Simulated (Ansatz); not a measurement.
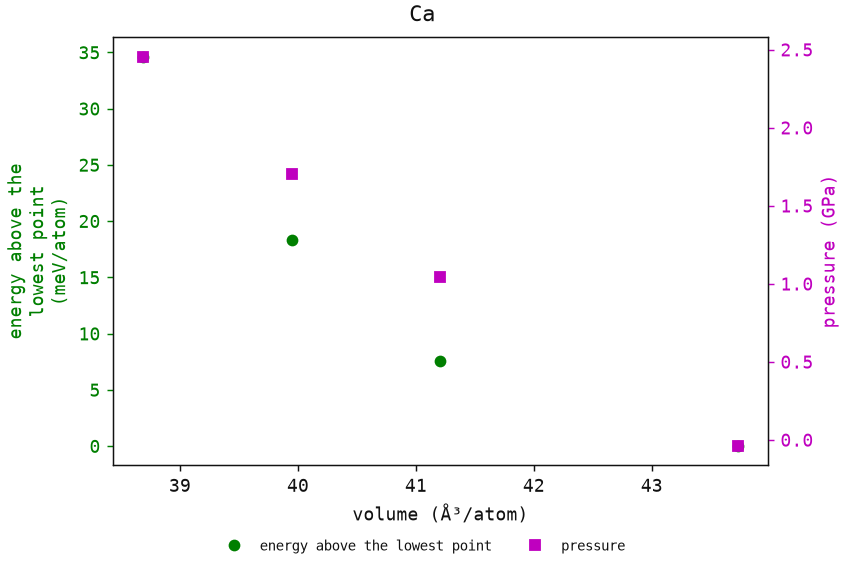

The figure shows the energy above the lowest point and pressure against volume for Ca, space group Fm-3m (No. 225) (one of a set of cubic test structures, which need not be the stable phase).

Calculation (Ansatz 0.2.0 development build): equation of state of a cubic crystal from periodic Kohn-Sham density functional theory without spin, third-order Birch-Murnaghan fit to the free energies; pressure corrected for the finite basis. Level: HSE06.

structure type fcc; atoms in cell 1; space group number 225; lattice centring face-centred primitive; k mesh 6×6×6; occupation method Fermi–Dirac; occupation width 0.1 eV; wave cutoff 700 eV; datasets hard PAW; density tolerance 0 eV; bands 9; density cutoff ratio 4; search for lower states default; exchange singularity regularized.

The point at volume 42.47 Å³/atom is left out of the plot. What does the calculation give there?

| volume (Å³/atom) | energy above the lowest point (meV/atom) | pressure (GPa) |
| --- | --- | --- |
| 42.47 | 1.7 | 0.470 |

Caveats: modest k-mesh, values are not fully converged in k; pseudopotentials made with PBE, not this functional.
